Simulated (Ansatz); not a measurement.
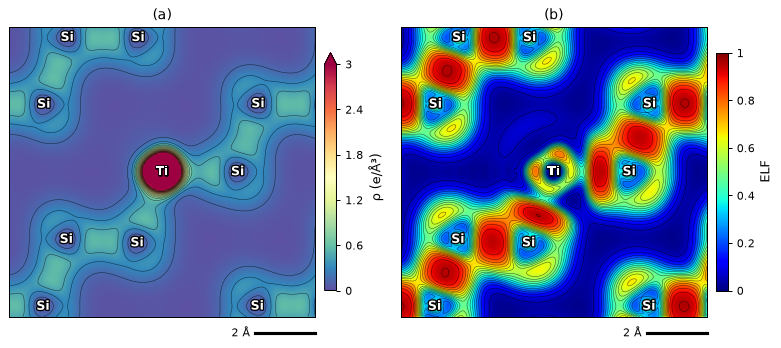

*TiSi31 (cell with a defect). (a) valence electron density; (b) electron localisation function on the (11̄0) plane of the calculation cell.*

Computed without spin polarisation.

Computed with Ansatz, DFT PBE, scalar-relativistic, plane waves, PAW.

Core electrons are frozen (PAW), and the valence fields are smoothed inside the atomic spheres.

```
CELL_PARAMETERS angstrom
-5.47009 -5.47009 -5.47009
5.47009 5.47009 -5.47009
5.47009 -5.47009 5.47009
ATOMIC_POSITIONS crystal
Ti 0.50000 0.75000 0.50000
Si 0.50000 0.49737 0.75167
Si 0.24737 0.75000 0.75167
Si 0.50000 0.25000 0.00000
Si 0.24833 0.49833 0.99570
Si 0.00000 0.75000 0.00000
Si 0.50000 0.00167 0.24737
Si 0.24833 0.24570 0.24833
Si 0.99570 0.49833 0.24833
Si 0.75167 0.75000 0.24737
Si 0.24737 0.00167 0.50000
Si 0.00000 0.25000 0.50000
Si 0.75167 0.49737 0.50000
Si 0.00430 0.00263 0.75263
Si 0.75263 0.25430 0.75263
Si 0.75263 0.00263 0.00430
Si 0.50000 0.75000 0.76446
Si 0.50000 0.49875 0.00081
Si 0.24875 0.75000 0.00081
Si 0.50000 0.25081 0.24875
Si 0.23554 0.48554 0.23554
Si 0.00081 0.75000 0.24875
Si 0.50000 0.01446 0.50000
Si 0.24875 0.25081 0.50000
Si 0.00081 0.49875 0.50000
Si 0.76446 0.75000 0.50000
Si 0.25205 0.00125 0.75125
Si 0.99919 0.24919 0.74795
Si 0.75125 0.50205 0.75125
Si 0.99919 0.99795 0.99919
Si 0.74795 0.24919 0.99919
Si 0.75125 0.00125 0.25205
```

**Read the bonding off the picture.**

- Atoms in the plane: Ti and Si.
- Si–Si (2.36 Å): ρ at the midpoint is about 0.55 e/Å³; the ELF peaks at about 0.95 between the atoms (localised, covalent bonding).
- Ti–Si (2.51 Å): ρ at the midpoint is about 0.49 e/Å³; the ELF peaks at about 0.95 in the valence shell of Si, 0.9 Å from its nucleus, and is about 0.85 at the midpoint.
- Between the atoms the lowest density in this plane is 0.02 e/Å³.
- The features right at Ti lie inside the PAW spheres, where the map follows smoothed inner orbitals and isn't to be read closely.

**Does the calculation give a band gap?**

It is gapped, with a Kohn–Sham gap of 0.97 eV on the k-point mesh, an upper bound to the gap of this method.
